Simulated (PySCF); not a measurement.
# Sn: 7 runs along one coordinate

System: Sn (1 atom in the cell).
Method: Kohn-Sham DFT of a periodic cell in Gaussian orbitals, PBEsol, DZVP-MOLOPT-SR/GTH-PBE, no spin polarisation (PySCF 2.14.0).

The 7 runs differ only in the geometry, by an even scaling of the cell at fixed fractional positions. The structure derives from a Materials Project entry.

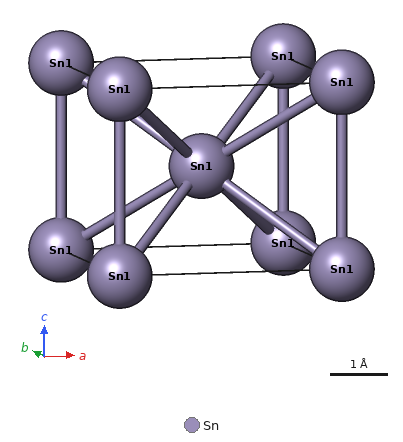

Figure 1. The structure of run 4 (ball-and-stick view of the cell 2 times as large as that of the calculation, set on its symmetry axes, seen slightly off an axis; atoms are numbered from 1 in the order of the input).

**Input of run 4**
```python
import json
import numpy as np
from pyscf.pbc import gto, scf, dft, df

cell = gto.Cell()
cell.a = '''
 -2.0291894110    2.0291894110    1.6607599896
  2.0291894110   -2.0291894110    1.6607599896
  2.0291894110    2.0291894110   -1.6607599896'''
cell.atom = '''
Sn   0.0000000000    0.0000000000    0.0000000000'''
cell.unit = 'A'
cell.basis = 'DZVP-MOLOPT-SR-GTH-q4'
cell.pseudo = 'GTH-PBE-q4'
cell.ke_cutoff = 50  # hartree
cell.exp_to_discard = 0.02
cell.precision = 1e-08
cell.space_group_symmetry = True
cell.symmorphic = False
cell.max_memory = 2940  # MB
cell.verbose = 4
cell.build()

res = {}
kpts = cell.make_kpts([10, 10, 10], space_group_symmetry=True, time_reversal_symmetry=True)
cell.space_group_symmetry = False  # the mesh holds the operations; no search on the supercells of the integral code
mf = dft.KRKS(cell, kpts, xc='pbesol')
mf = mf.multigrid_numint()
mf = mf.smearing(sigma=0.00183747, method='fermi')  # hartree
mf.conv_tol = 1e-07
mf.max_cycle = 60

mf.kernel()
res.update(converged=bool(mf.converged), e_tot=mf.e_tot, nelec=cell.nelectron, nao=cell.nao, mesh=list(map(int, cell.mesh)), a=cell.lattice_vectors().tolist(), coords=cell.atom_coords().tolist(),
           mo_energy=[np.real(x).tolist() for x in mf.mo_energy], mo_occ=[np.real(x).tolist() for x in mf.mo_occ])
res.update(e_free=mf.e_free, e_zero=mf.e_zero)
res.update(kpts=kpts.kpts_scaled_ibz.tolist(), weights=kpts.weights_ibz.tolist())
res['parts'] = {k: float(np.real(v)) for k, v in mf.scf_summary.items() if np.isscalar(v)}
json.dump(res, open('results.json', 'w'))
if not mf.converged:
    raise SystemExit('SCF not converged')

print('levels (eV)')
for i, kp in enumerate(res['kpts'][:40]):
    print('k %7.4f %7.4f %7.4f  ' % tuple(kp), ' '.join('%.3f' % (x * 27.211386) for x in res['mo_energy'][i][:7]))

mf = mf.to_khf()  # unfold to the whole mesh
kpts = mf.kpts
# Mulliken populations
dm, s = np.asarray(mf.make_rdm1()), np.asarray(mf.get_ovlp())
sites = cell.aoslice_by_atom()[:, 2:]
tot = np.einsum('kij,kji->i', dm, s).real / len(kpts)
res['mulliken'] = [cell.atom_charge(i) - tot[a0:a1].sum() for i, (a0, a1) in enumerate(sites)]
print('Mulliken charges', np.round(res['mulliken'], 5))

# density of states, Gaussians of 0.15 eV
e = np.asarray(mf.mo_energy).real.reshape(1, -1) * 27.211386
ef = mf.get_fermi()
ef = np.max(ef) * 27.211386
x = np.arange(-15, 10.01, 0.1) + round(ef, 1)
dos = np.exp(-((x[:, None, None] - e) / 0.15) ** 2 / 2).sum(-1).T / (0.15 * np.sqrt(2 * np.pi) * len(kpts)) * 2
res.update(dos_e=x.tolist(), dos=dos.tolist())
for a, b in zip(x[::5], dos.T[::5]):
    print('%8.2f' % a, ' '.join('%9.4f' % y for y in b))

# density on a uniform mesh
grids = dft.gen_grid.UniformGrids(cell)
grids.mesh = [19, 19, 19]
grids.build()
ni = dft.numint.KNumInt()
rho = [ni.get_rho(cell, x, grids, kpts) for x in [dm]]
np.save('rho.npy', np.reshape(rho, (-1, *grids.mesh)))
res['done'] = True
json.dump(res, open('results.json', 'w'))
```

Command:
```bash
OMP_NUM_THREADS=2 python -u run.py > log
```

Run 6 has the same physical settings and fractional positions; its lattice vectors (Å) are:
```
  -2.055892    2.055892    1.682615
   2.055892   -2.055892    1.682615
   2.055892    2.055892   -1.682615
```

**Results, with one run withheld**

| run | volume per atom (Å³) | free energy per atom, from the lowest run given (meV) |
| --- | --- | --- |
| 1 | 25.712 | 36.82 |
| 2 | 26.259 | 20.90 |
| 3 | 26.806 | 9.81 |
| 4 | 27.353 | 3.01 |
| 5 | 27.901 | 0.00 |
| 6 | 28.448 | ? |
| 7 | 28.995 | 3.67 |

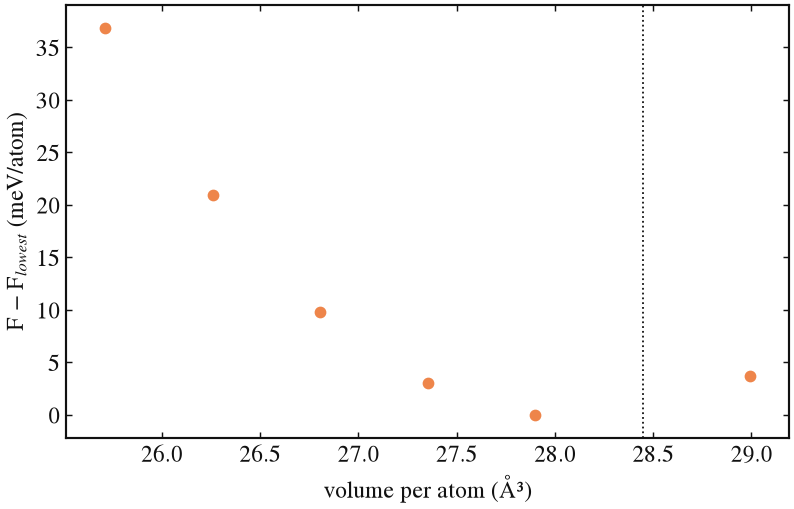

Figure 2. Free energy per atom of the runs given; the dotted line marks run 6.

Fit the runs given and predict run 6.

A cubic polynomial in V^(−2/3) (the Birch–Murnaghan form), fitted to the 6 runs given, misses them by under 0.01 meV per atom. With x = V^(−2/3) − 0.11074 Å⁻², it reads F = 5.2315 + 4279.8 x + 8.4889e+05 x² + 4.7608e+06 x³ (meV per atom). At run 6 it gives 0.35 meV per atom, and the run itself gives 0.35. The fit has its minimum at 28.111 Å³ per atom, where V d²F/dV² gives 48.1 GPa. Cell shape and fractional positions are held, so this is the stiffness under even scaling; the relaxed bulk modulus wasn't computed.

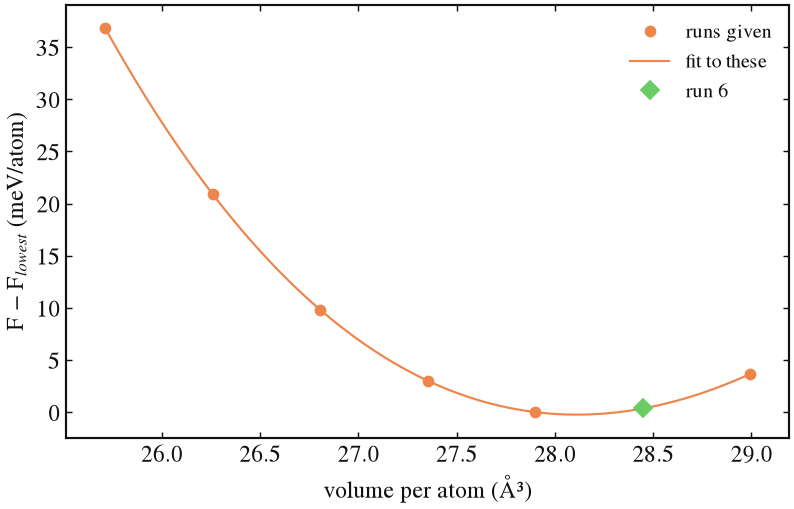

Figure 3. The fit and the withheld run.

**Output, shortened to warnings, some set-up lines, iterations and results (run 6)**
```
k-points in IBZ                         weights
[...]
cycle= 1 E= -3.48289212615092  delta_E= -0.059  |g|= 0.0984  |ddm|= 14.8
cycle= 2 E= -3.48297372195922  delta_E= -8.16e-05  |g|= 0.00973  |ddm|= 1.05
cycle= 3 E= -3.48297737612285  delta_E= -3.65e-06  |g|= 0.000854  |ddm|= 0.121
cycle= 4 E= -3.48297722081934  delta_E= 1.55e-07  |g|= 1.27e-05  |ddm|= 0.0116
cycle= 5 E= -3.48297722319617  delta_E= -2.38e-09  |g|= 1.98e-08  |ddm|= 0.000164
    sigma = 0.00183747  Optimized mu = 0.223776914827  entropy = 0.0995032691815
nelec by numeric integration = 4.000000000000004
    Total E(T) = -3.48297722319421  Free energy = -3.48316005746623  E0 = -3.48306864033022
Extra cycle  E= -3.48297722319421  delta_E= 1.96e-12  |g|= 1.23e-09  |ddm|= 1.3e-07
converged SCF energy = -3.48297722319421
levels (eV)
k  0.0000  0.0000  0.0000   -4.601 13.112 13.112 15.292 16.428 19.127 20.859
k  0.5000 -0.0000  0.5000   0.398 2.075 9.306 10.879 13.605 13.725 23.892
k  0.5000  0.5000 -0.0000   -1.049 1.563 12.026 14.162 17.069 17.548 22.518
k  0.5000  0.5000  0.5000   2.653 4.677 4.677 8.787 9.167 12.316 30.108
k  0.6000 -0.0000  0.4000   -1.015 3.940 9.500 11.009 13.935 14.143 23.769
k  0.6000  0.4000 -0.0000   -1.874 2.774 12.225 14.054 17.285 17.776 21.904
k  0.6000  0.4000  0.5000   1.724 4.116 5.973 8.984 10.167 12.566 28.105
k  0.6000  0.4000  0.6000   0.878 5.088 5.636 9.180 11.136 12.883 28.159
k  0.6000  0.5000  0.5000   2.121 4.930 5.123 7.500 9.862 14.383 27.767
k  0.6000  0.6000  0.4000   2.648 5.277 5.277 5.577 9.744 17.741 26.321
k  0.7000 -0.0000  0.3000   -2.580 6.844 10.081 11.441 14.921 15.392 23.607
k  0.7000  0.3000  0.0000   -3.026 5.085 12.805 13.778 17.878 18.440 20.573
k  0.7000  0.3000  0.5000   0.541 3.126 8.217 9.557 12.552 13.368 24.465
k  0.7000  0.3000  0.6000   -0.279 4.316 7.663 9.754 12.943 14.272 24.690
k  0.7000  0.3000  0.7000   -1.429 6.304 6.974 10.329 13.731 16.664 25.289
k  0.7000  0.4000  0.5000   0.952 4.121 6.689 8.144 11.680 14.870 24.480
k  0.7000  0.4000  0.6000   -0.191 5.742 6.189 8.345 13.450 15.504 24.120
k  0.7000  0.5000  0.4000   2.028 4.711 5.042 7.002 10.770 17.933 23.539
k  0.7000  0.5000  0.5000   1.317 4.845 5.676 6.892 11.856 18.145 22.911
k  0.7000  0.6000  0.4000   1.760 4.275 6.112 6.633 11.079 21.167 22.217
k  0.7000  0.6000  0.7000   0.213 3.589 5.043 10.688 16.066 19.710 24.045
k  0.7000  0.7000  0.3000   0.276 5.649 7.029 7.029 11.636 21.662 21.662
k  0.7000  0.7000  0.6000   1.053 3.201 4.641 10.049 15.631 18.500 24.378
k  0.8000  0.0000  0.2000   -3.714 10.058 11.038 12.275 16.423 17.434 22.167
k  0.8000  0.0000  0.6000   -0.364 2.346 7.593 11.683 17.329 20.786 21.309
k  0.8000  0.0000  0.7000   -1.159 3.505 7.799 11.751 16.716 20.956 22.160
k  0.8000  0.2000 -0.0000   -3.903 7.887 13.453 13.705 18.503 19.279 19.431
k  0.8000  0.2000  0.5000   -0.340 2.283 10.448 10.683 14.829 15.946 21.100
k  0.8000  0.2000  0.6000   -1.160 3.485 10.261 10.645 14.611 17.265 21.330
k  0.8000  0.2000  0.7000   -2.311 5.774 9.407 11.223 15.033 19.664 21.987
k  0.8000  0.2000  0.8000   -3.193 8.278 8.898 12.121 16.130 22.304 22.474
[...]
```

Notes on the run: Occupied band above Fermi level:.
